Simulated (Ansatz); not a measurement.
A series of calculations on HfN

**1. Relaxation**

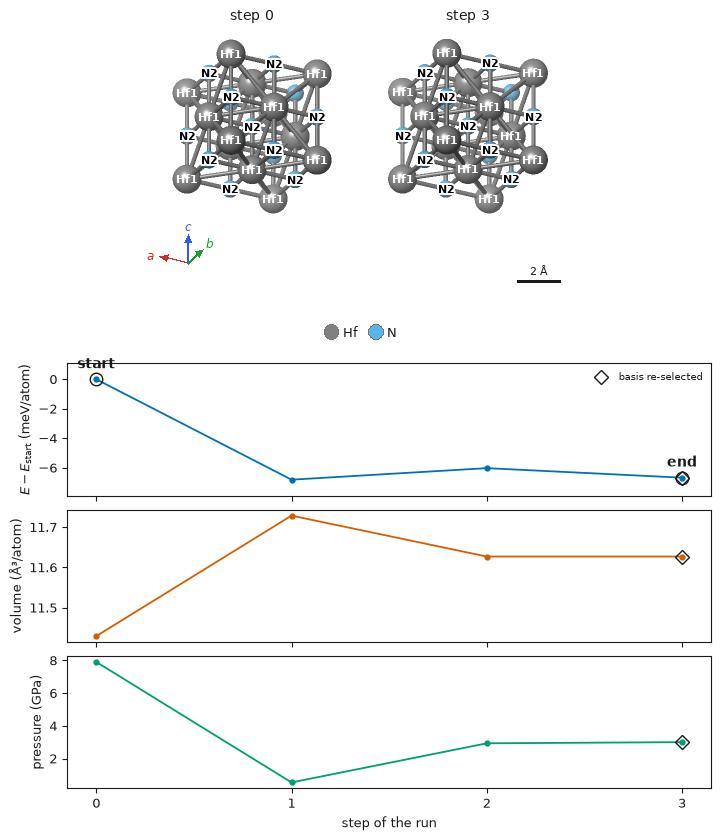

First and last geometry of a relaxation of a crystal of HfN (set up in Fm-3m), with the history of the run. A ball-and-stick model of the conventional cell (4 times the calculation's cell), seen from a free direction. Lengths and directions refer to the drawn axes.

Case: relaxed at 3 GPa.

Computed with DFT PBE, scalar-relativistic, plane waves, PAW (Ansatz).

Input
```yaml
crystal:
  lattice:
    - [0.0, 2.2525667703, 2.2525667703]
    - [2.2525667703, 0.0, 2.2525667703]
    - [2.2525667703, 2.2525667703, 0.0]
  atoms:
    - { symbol: Hf, position: [0.0, 0.0, 0.0] }
    - { symbol: "N", position: [0.5, 0.5, 0.5] }
basis:
  ecutwfc: 420
kpoints:
  mp_grid: { grid: [16, 16, 16] }
hamiltonian:
  xc: pbe
scf:
  occupations: { method: gaussian, width: 0.1 }
output:
  forces: true
  stress: true
  eigenvalues: true
relax:
  adjacent_minimum: "off"
  f_tol: 0.008
  max_steps: 50
  cell: { stress_tol: 0.08, p_target: 3.0 }
```

Run as
```bash
ansatz run input.yaml --threads 1 --pin off --max-ram 2560MiB --backend cpu --events-out ev --progress --plain --runs-dir out
```

**Did the run converge, and what did it change?**

It converged. Over 2 accepted moves (3 points after the start) the energy falls by 6.7 meV per atom. With the target pressure of 3 GPa, the enthalpy E + pV changes by −3.0 meV per atom. All forces vanish by symmetry, so only the cell relaxes. The pressure goes from 7.91 to 3.01 GPa. At 1 point the geometry stayed and the basis and grid were re-selected for the new cell (energy shift of 0.6 meV per atom at most each time). No atom moves by more than 0.005 Å relative to the cell. The drawn cell changes as follows: a = b = c 4.505 → 4.531 Å (+0.6 %); the volume changes by +1.7 %. Some distances before and after: Hf1–Hf1 3.186 → 3.204 Å, Hf1–N2 2.253 → 2.265 Å. The space group stays Fm-3m (No. 225). The run took 16 s on 1 thread of Intel(R) Xeon(R) Processor @ 2.70GHz, with other jobs on the host, peak memory 0.4 GiB.

| step | E − E(0), meV/atom | pressure, GPa | volume, Å³/atom | note |
| --- | --- | --- | --- | --- |
| 0 | 0.00 | 7.91 | 11.430 |  |
| 1 | -6.80 | 0.54 | 11.729 |  |
| 2 | -6.02 | 2.93 | 11.627 |  |
| 3 | -6.67 | 3.01 | 11.627 | same geometry, new basis |

**2. Relaxation**

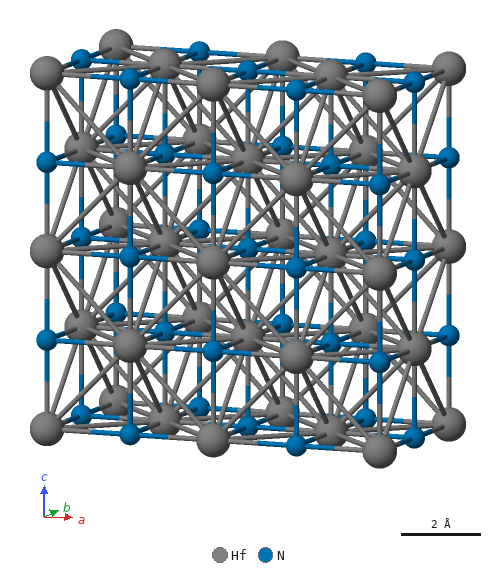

This is the input geometry for a relaxation of solid HfN (set up in Fm-3m). Style: ball-and-stick. Shown: the conventional cell (4 times the calculation's cell), repeated 2 × 1 × 2 with one cell outlined, slightly off an axis. Lengths and directions refer to the drawn axes.

Case: relaxed at -3 GPa.

Method: DFT PBE, scalar-relativistic, plane waves, PAW (Ansatz).

Input file:
```yaml
crystal:
  lattice:
    - [0.0, 2.2954715162, 2.2954715162]
    - [2.2954715162, 0.0, 2.2954715162]
    - [2.2954715162, 2.2954715162, 0.0]
  atoms:
    - { symbol: Hf, position: [0.0, 0.0, 0.0] }
    - { symbol: "N", position: [0.5, 0.5, 0.5] }
basis:
  ecutwfc: 420
kpoints:
  mp_grid: { grid: [16, 16, 16] }
hamiltonian:
  xc: pbe
scf:
  occupations: { method: gaussian, width: 0.1 }
output:
  forces: true
  stress: true
  eigenvalues: true
relax:
  adjacent_minimum: "off"
  f_tol: 0.008
  max_steps: 50
  cell: { stress_tol: 0.08, p_target: -3.0 }
```

Command:
```bash
ansatz run input.yaml --threads 1 --pin off --max-ram 2560MiB --backend cpu --events-out ev --progress --plain --runs-dir out
```

> Predict the outcome.

The energy falls by 12.6 meV per cell of the calculation in 3 accepted moves (5 points after the start). With the target pressure of -3 GPa, the enthalpy E + pV changes by −5.1 meV per cell of the calculation. All forces vanish by symmetry, so only the cell relaxes. The pressure goes from −7.02 to −3.00 GPa. The SCF was repeated twice at an unchanged geometry on a basis and grid sized afresh for the cell, which shifted the energy by 1.0 meV per cell of the calculation at most. No atom moves by more than 0.005 Å relative to the cell. Cell: a = b = c 4.591 → 4.566 Å (−0.6 %). Volume −1.6 %. Some distances before and after: Hf1–Hf1 3.246 → 3.228 Å, Hf1–N2 2.295 → 2.283 Å. The space group stays Fm-3m (No. 225). Cost: 25 s on 1 thread of Intel(R) Xeon(R) Processor @ 2.70GHz, with other jobs on the host, peak memory 0.4 GiB.

**3. A change**

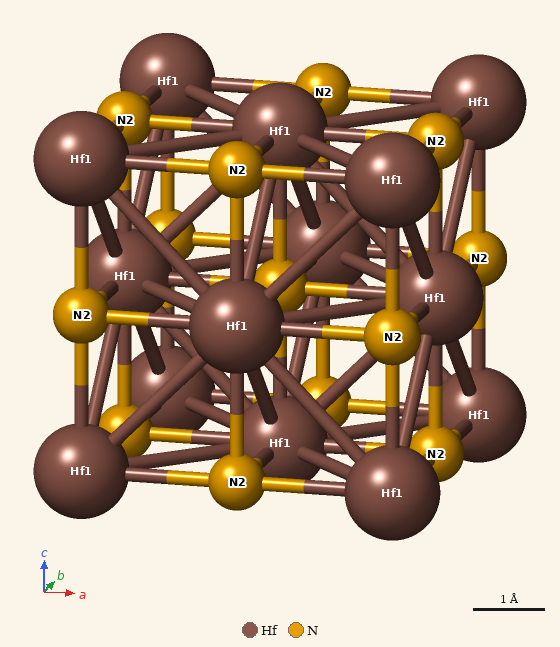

This is a crystal of HfN (set up in Fm-3m). The picture is a ball-and-stick view of the conventional cell (4 times the calculation's cell), seen slightly off an axis. Lengths and directions refer to the drawn axes.

These are results of DFT PBE, scalar-relativistic, plane waves, PAW in Ansatz, not measurements. Set-up: plane-wave cutoff 420 eV; k-point mesh 16 × 16 × 16; occupations gaussian; smearing width 0.1 eV; no spin polarisation.

Now this is done to it. The crystal is put under a hydrostatic pressure of 60 GPa. Cell and atoms are relaxed at that pressure.

Input file:
```yaml
crystal:
  lattice:
    - [0.0, 2.1516924711, 2.1516924711]
    - [2.1516924711, 0.0, 2.1516924711]
    - [2.1516924711, 2.1516924711, 0.0]
  atoms:
    - { symbol: Hf, position: [0.0, 0.0, 0.0] }
    - { symbol: "N", position: [0.5, 0.5, 0.5] }
basis:
  ecutwfc: 420
kpoints:
  mp_grid: { grid: [16, 16, 16] }
hamiltonian:
  xc: pbe
scf:
  occupations: { method: gaussian, width: 0.1 }
output:
  forces: true
  stress: true
  eigenvalues: true
  write_density: true
  write_potential: true
  elf: true
  volumetric_format: npy
relax:
  adjacent_minimum: "off"
  f_tol: 0.008
  max_steps: 50
  cell: { stress_tol: 0.08, p_target: 60.0 }
```

Run as
```bash
ansatz run input.yaml --threads 1 --pin off --max-ram 2560MiB --backend cpu --events-out ev --progress --plain --runs-dir out
```

### What does the calculation give for the changed structure?

The energy rises by 285 meV per atom. The pressure goes from 0.0 to 60.0 GPa. The drawn cell changes as follows: a = b = c 4.548 → 4.309 Å (−5.2 %); the volume changes by −14.9 %. No atom moves by more than 0.005 Å relative to the cell. Near-neighbour distances before and after: Hf–Hf 3.216 → 3.047 Å, Hf–N 2.274 → 2.155 Å. The space group stays Fm-3m (No. 225).

The changed structure in the same view:

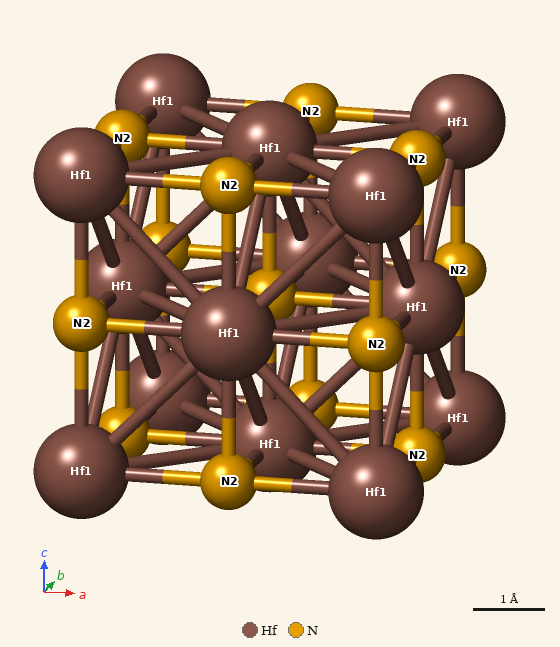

**4. Series**

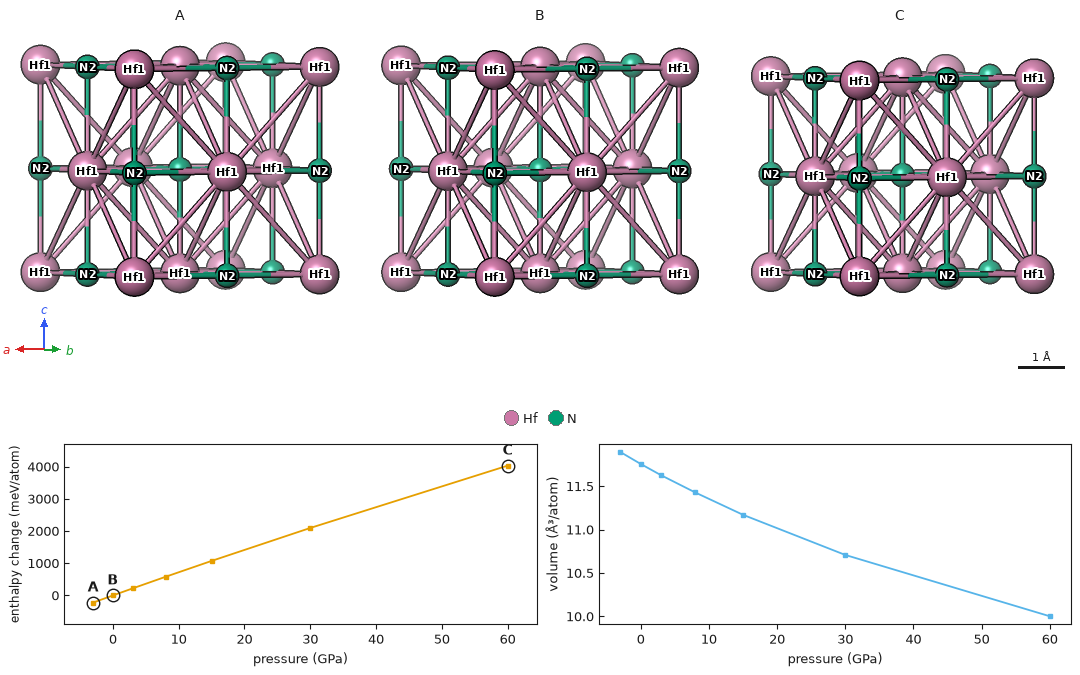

Members of a series of calculations on a crystal of HfN (set up in Fm-3m), marked on the first curve. The picture is a ball-and-stick view of the conventional cell (4 times the calculation's cell), seen from a free direction. Lengths and directions refer to the drawn axes.

These are results of DFT PBE, scalar-relativistic, plane waves, PAW in Ansatz 0.2.0, not measurements. (plane-wave cutoff 420 eV; k-point mesh 16 × 16 × 16; occupations gaussian; smearing width 0.1 eV; no spin polarisation)

### Describe the series.

The structure is relaxed at several pressures. A (pressure −3.0 GPa): enthalpy change −221 meV/atom, volume 11.90 Å³ per atom. B (pressure 0.0 GPa): enthalpy change 0.0 meV/atom, volume 11.76 Å³ per atom. C (pressure 60.0 GPa): enthalpy change 4031 meV/atom, volume 10.00 Å³ per atom. The rest compares A with C. The volume changes by −15.9 %, with a = b = c 4.566 → 4.309 Å (−5.6 %). Near-neighbour distances before and after: Hf–Hf 3.228 → 3.047 Å, Hf–N 2.283 → 2.155 Å.
